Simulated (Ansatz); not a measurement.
**Run report: Ga2O3, single-point calculation**

System: Ga2O3 (C2/m, 10 atoms in the cell).
Method: DFT PBE, scalar-relativistic, plane waves, PAW, no spin polarisation (Ansatz 0.2.0).

The structure derives from a Materials Project entry. Figures and captions count atoms from 1; the log counts them from 0 in places.

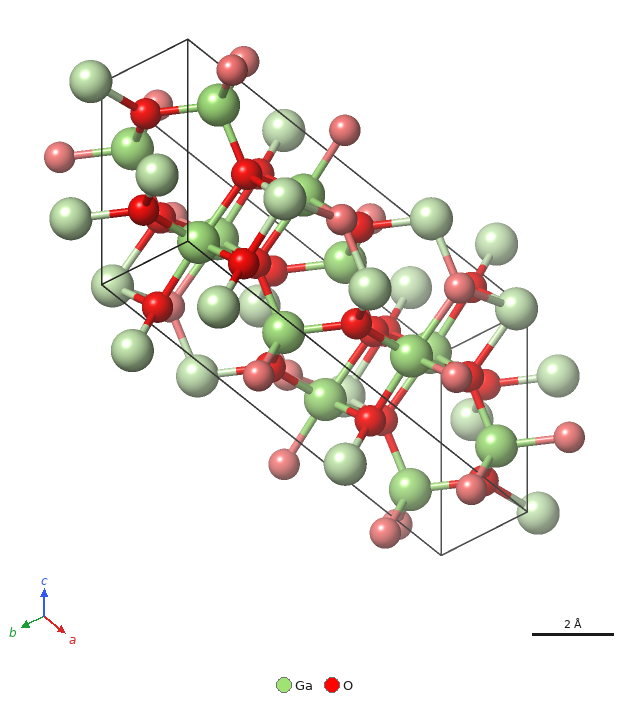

*The structure (ball-and-stick view of the cell 2 times as large as that of the calculation, set on its symmetry axes, seen at an oblique angle; neighbours outside the cell are drawn fainter).*

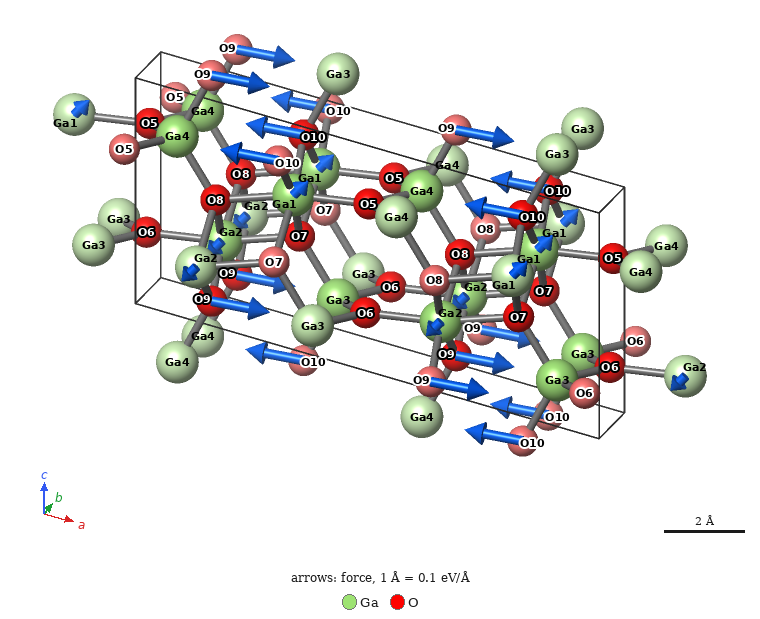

*Forces on the atoms as blue arrows (ball-and-stick view of the cell 2 times as large as that of the calculation, set on its symmetry axes, seen slightly off an axis; neighbours outside the cell are drawn fainter; atoms are numbered from 1 in the order of the input).*

The largest act on O9, O10 (0.15 eV/Å); Ga1, Ga2 (0.06 eV/Å). The geometry is not a stationary point of this energy.

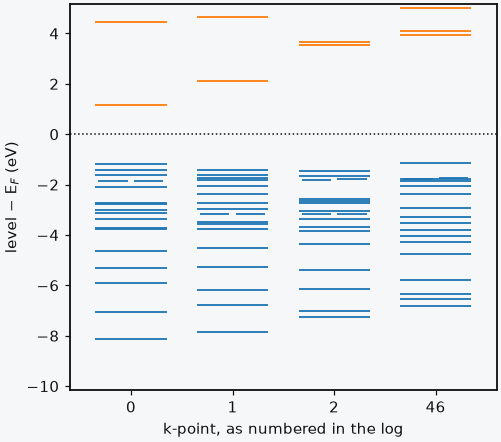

*Kohn–Sham levels near the Fermi level (dotted) at the few k-points that the log prints; levels within 0.02 eV of each other stand side by side.*

Among these points the highest filled and lowest empty levels are 2.31 eV apart, which is the gap on the mesh.

These pictures come from the run below.

### Input file
```yaml
crystal:
  lattice:
    - [6.14023671, -1.52378368, 0.0]
    - [6.14023671, 1.52378368, 0.0]
    - [-1.38413089, 0.0, 5.65034886]
  atoms:
    - { symbol: Ga, position: [0.3411617, 0.3411617, 0.68526966] }
    - { symbol: Ga, position: [0.6588383, 0.6588383, 0.31473034] }
    - { symbol: Ga, position: [0.9095256, 0.9095256, 0.205214] }
    - { symbol: Ga, position: [0.0904744, 0.0904744, 0.794786] }
    - { symbol: O, position: [0.50353087, 0.50353087, 0.74333591] }
    - { symbol: O, position: [0.49646913, 0.49646913, 0.25666409] }
    - { symbol: O, position: [0.82662894, 0.82662894, 0.43676984] }
    - { symbol: O, position: [0.17337106, 0.17337106, 0.56323016] }
    - { symbol: O, position: [0.16450498, 0.16450498, 0.10915408] }
    - { symbol: O, position: [0.83549502, 0.83549502, 0.89084592] }
basis:
  ecutwfc: 420
kpoints:
  mp_grid: { grid: [6, 6, 4] }
hamiltonian:
  xc: pbe
scf:
  occupations: { method: gaussian, width: 0.1 }
output:
  forces: true
  stress: true
  eigenvalues: true
```

Launch command:
```bash
ansatz run input.yaml --threads 8 --pin off --max-ram 20480MiB --backend cpu --events-out ev --progress --plain --runs-dir out
```

### Log
```
basis.fft_grid_basis auto: the FFT boxes are laid along the combinations [[1, -1, 0], [0, 1, 0], [0, 0, 1]] of the cell's own vectors, 3.048, 6.326 and 5.817 Å long. The dense box has 24×45×40 points. Along the cell's own vectors, as sized, it would have 45×45×40, 1.88 times as many. Of the 4 symmetry operations that the crystal satisfies within crystal.symmetry.tolerance (time reversal apart; of a slab, those that keep its plane) the dense box along the cell's own vectors carries 4, and the one as laid loses 2 of those. basis.fft_grid_basis: typed keeps the cell's own vectors: state it where this run's energies or levels are differenced outside the engine with another run's, or held beside a run that keeps those vectors.
Engine: ansatz 0.2.0, x86_64-unknown-linux-gnu
Pseudopotentials: kind: paw
Pseudopotential: Ga, paw, valence charge 13, recommended cutoff 420 eV (normal), Ga.paw.azcp
Pseudopotential: O, paw, valence charge 6, recommended cutoff 420 eV (normal), O.paw.azcp
Functional definition: PBE
  parameter kappa = 0.804
  parameter beta = 0.06672455060314922
  exchange = pbe_x(kappa = kappa, mu = beta*pi^2/3)
  correlation = pbe_c(beta = beta)
Crystal: 10 atoms, lattice volume = 105.734 Å³
Basis set: ecut = 420 eV, 2047 PW (Γ), FFT grids on a1−a2, a2, a3, exchange–correlation on 48×90×80 points (8 copies of the dense FFT grid, shifted against one another)
Bands: 54, of which v1, the nominal top of the filled ones, is band 44 counted from 1 (43 counted from 0)
Symmetry: 4 space group operations
Space group: C2/m (ITA 12), of the structure as read, at distance tolerance 4.7e-5 Å
k-points: 47 of 144
Non-local potential: Ga, projectors of the file, l = 0: 2, l = 1: 2, l = 2: 3, l = 3: 1
Non-local potential: O, projectors of the file, l = 0: 2, l = 1: 2, l = 2: 1
PAW form: soft (Blöchl's): semilocal exchange-correlation on the pseudo side does not see the compensation charge
PAW one-centre angular grid: Ga, 590 points (default); XC on 64 Gauss nodes
PAW one-centre angular grid: O, 110 points (default); XC on 64 Gauss nodes
Initial density: superposition of atomic densities (neutral atoms: chi_scale 0, normalization atom), corrected by the library's trained network
Initial wavefunctions: pseudopotential atomic-orbital guess
Functional: x = pbe(κ = 0.804, μ = 0.2195149727645171), c = pbe(β = 0.06672455060314922)
SCF iter   1: F=—  HF=-18540.038536 eV  |F-HF|=—  |Δ(HF+E_count)|=         —  Δρ=1.11e-3  dr2=4.15e-4  ethr=1.77e-3  ⟨swp⟩=5.8  Hψ=9217  notcnv=0  defer=23
preconditioner: auto → Resta (q_TF=auto, 2.646 Å⁻¹)  ε∞=4.7  [insulator: Δε(μ)=2.312 eV  Ē_g=17.728 eV  σ=0.100 eV  W_gap=1.00  n_scr=34 (ndim 8)  ℏωp=33.9 eV  f_vac=0.015  D(μ)=0.00/eV (n_scr^D=0)  ε∞_Penn≈4.7]
SCF iter   2: F=—  HF=-18540.039564 eV  |F-HF|=—  |Δ(HF+E_count)|=   1.03e-3  Δρ=5.88e-4  dr2=1.32e-4  ethr=4.72e-7  ⟨swp⟩=2.8  Hψ=5260  notcnv=0  defer=36
SCF iter   3: F=—  HF=-18540.040008 eV  |F-HF|=—  |Δ(HF+E_count)|=   4.44e-4  Δρ=2.16e-4  dr2=3.54e-5  ethr=1.50e-7  ⟨swp⟩=2.0  Hψ=4416  notcnv=0  defer=1
automatic band count: iteration 3 solves 52 bands in place of 54: the levels show a gap, and the empty bands left out lie too high to hold charge; the band table lists the bands solved (type scf.n_extra_bands for more)
SCF iter   4: F=—  HF=-18540.040112 eV  |F-HF|=—  |Δ(HF+E_count)|=   1.04e-4  Δρ=6.15e-5  dr2=3.55e-6  ethr=4.02e-8  ⟨swp⟩=2.0  Hψ=4134  notcnv=0  defer=1
SCF iter   5: F=—  HF=-18540.040115 eV  |F-HF|=—  |Δ(HF+E_count)|=   2.71e-6  Δρ=2.75e-5  dr2=7.95e-7  ethr=4.03e-9  ⟨swp⟩=2.0  Hψ=3410  notcnv=0  defer=1
SCF iter   6: F=—  HF=-18540.040115 eV  |F-HF|=—  |Δ(HF+E_count)|=   4.24e-7  Δρ=1.49e-5  dr2=1.76e-7  ethr=9.04e-10  ⟨swp⟩=2.0  Hψ=4382  notcnv=0  defer=1
SCF iter   7: F=-18540.040115 eV  HF=-18540.040115 eV  |F-HF|=7.92e-9  |Δ(HF+E_count)|=   3.27e-8  Δρ=3.86e-6  dr2=1.00e-8  ethr=1.14e-10  ⟨swp⟩=6.7  Hψ=9425  notcnv=0
SCF 1 converged in 7 iterations: F = -18540.040115 eV  dr2 = 1.00e-8
  greatest PAW one-centre occupation: 0.998 electrons in one spin orbital (limit 2), on the Ga atom at site 1 (counted from 0), in its partial waves of l = 2
SCF converged after 7 iterations
Free energy (F): -18540.040115 eV
Harris-Foulkes:  -18540.040115 eV  (|F-HF|=7.92e-9)
Internal energy: -18540.040115 eV  (E = F + TS)
E sigma→0 (E₀):  -18540.040115 eV
Fermi energy:    9.211587 eV
--- Per-component energies (eV) ---
  E_band       = -104.065894
  E_kinetic    = 1520.483755
  E_local      = -9133.621481  (includes V_loc(G=0)·N_el)
  E_nonlocal   = 2021.305304
  E_hartree    = 4100.831434
  E_xc         = -712.651449
  E_vxc        = -790.451083  (∫ρ·V_xc dr)
  E_paw        = -8942.494920  (= ΣΔE_a)
  E_vpaw       = -1923.461539  (= ΣTr[D̂ρ^β])
  E_aug_tail   = 0.014347  (compensation charges beyond the density's cutoff)
  E_ewald      = -7393.907106
  E_smearing   = -0.000000  (= −TS)
  E_closure    = 0.000000  (closes the sum)
  Σ components = -18540.040115   (vs F -18540.040115, Δ=0.00e0)
--- Forces (eV/Å), atoms counted from 1 ---
  atom   1  Ga     0.02825260    -0.00000000     0.04805172
  atom   2  Ga    -0.02825260     0.00000000    -0.04805172
  atom   3  Ga     0.02058813     0.00000000    -0.01977868
  atom   4  Ga    -0.02058813    -0.00000000     0.01977868
  atom   5  O     -0.00444886     0.00000000    -0.02235576
  atom   6  O      0.00444886     0.00000000     0.02235576
  atom   7  O      0.01187638    -0.00000000     0.01612995
  atom   8  O     -0.01187638     0.00000000    -0.01612995
  atom   9  O      0.15170126    -0.00000000     0.01430720
  atom  10  O     -0.15170126     0.00000000    -0.01430720
  max |Σ_I F_I| component: 5.20e-18 eV/Å
--- Stress (GPa, compression-positive) ---
        6.644928       0.000000       0.120243
        0.000000       6.993935      -0.000000
        0.120240      -0.000000       6.588073
  P = ⅓ Tr σ = 6.7423 GPa (67.423 kbar)
--- Band table (eV; the first three rows and the last of 47) ---
  k-point 0: bands = ["-10.8062", "-9.6458", "-9.6335", "-9.5342", "-9.0629", "-9.0476", "-4.9003", "-4.8631", "-4.8580", "-4.8087", "-4.6921", "-4.6873", "-4.6757", "-4.6699", "-4.6154", "-4.4893", "-4.4859", "-4.4793", "-4.4469", "-4.4396", "-4.4179", "-4.4117", "-4.3627", "-4.2699", "-4.1201", "-4.0728", "1.0832", "2.1503", "3.3077", "3.9166", "4.5706", "5.4349", "5.5053", "5.8541", "6.0815", "6.1991", "6.4275", "6.4722", "7.1126", "7.3712", "7.3736", "7.5772", "7.7739", "8.0419", "10.3674", "13.6835", "14.7260", "14.7621", "15.8062", "16.7347", "17.3708", "17.4962"]
  k-point 1: bands = ["-10.7018", "-9.8436", "-9.6381", "-9.4520", "-9.1259", "-9.0052", "-4.8836", "-4.8651", "-4.8596", "-4.8054", "-4.7762", "-4.7090", "-4.6711", "-4.6478", "-4.6074", "-4.5067", "-4.4999", "-4.4854", "-4.4849", "-4.4305", "-4.4159", "-4.3903", "-4.3609", "-4.2340", "-4.2238", "-3.8910", "1.3537", "2.4231", "3.0148", "3.9373", "4.7115", "5.4358", "5.6501", "5.7345", "6.0524", "6.0628", "6.2300", "6.4686", "6.8500", "7.1728", "7.3899", "7.4913", "7.6002", "7.7977", "11.3060", "13.8470", "14.4826", "14.9555", "15.6433", "16.5467", "17.3424", "17.8213"]
  k-point 2: bands = ["-10.5412", "-10.0637", "-9.6449", "-9.3929", "-9.1505", "-9.0093", "-4.8663", "-4.8617", "-4.8529", "-4.8402", "-4.7833", "-4.7733", "-4.6505", "-4.6167", "-4.6115", "-4.5312", "-4.5295", "-4.4983", "-4.4626", "-4.4558", "-4.4142", "-4.3595", "-4.3564", "-4.2784", "-4.1986", "-3.7916", "1.9672", "2.1922", "3.0524", "3.8040", "4.8427", "5.3724", "5.5390", "5.8303", "6.0447", "6.0576", "6.1616", "6.4933", "6.5449", "6.6535", "7.4045", "7.4194", "7.5571", "7.7617", "12.7350", "12.8824", "14.7037", "15.2069", "15.7902", "15.8612", "17.8818", "17.9425"]
  k-point 46: bands = ["-10.4118", "-9.9849", "-9.8134", "-9.4817", "-9.2187", "-8.9402", "-4.8816", "-4.8712", "-4.8697", "-4.8529", "-4.8020", "-4.7999", "-4.6765", "-4.6432", "-4.6183", "-4.6140", "-4.5312", "-4.5281", "-4.4806", "-4.4766", "-4.4123", "-4.3995", "-4.3577", "-4.3229", "-3.8218", "-3.6462", "2.3845", "2.6548", "2.8603", "3.4069", "4.4521", "4.9260", "5.1509", "5.3965", "5.6815", "5.9149", "6.2627", "6.8233", "7.1644", "7.3426", "7.4160", "7.4435", "7.4614", "8.0553", "13.1533", "13.2979", "14.2029", "14.5223", "15.0398", "15.6735", "17.7767", "18.2171"]
```

### Summary

```tsv
quantity	value
outcome	converged
space group (tolerance 0.01 Å)	C2/m (12)
electrons treated	88
free energy	−18540.0401 eV
Fermi energy	9.212 eV
gap on the k-point mesh	2.31 eV
pressure	6.74 GPa
largest force (length of the vector)	0.152 eV/Å
hardware	8 threads of Intel Xeon (Granite Rapids), 64 GiB of memory available, shared host
wall time	1.1 s (CPU time 7.1 s)
peak memory	0.73 GiB
```

### Notes

The cell is under a pressure of 6.7 GPa at this level, so it is not at its equilibrium volume.
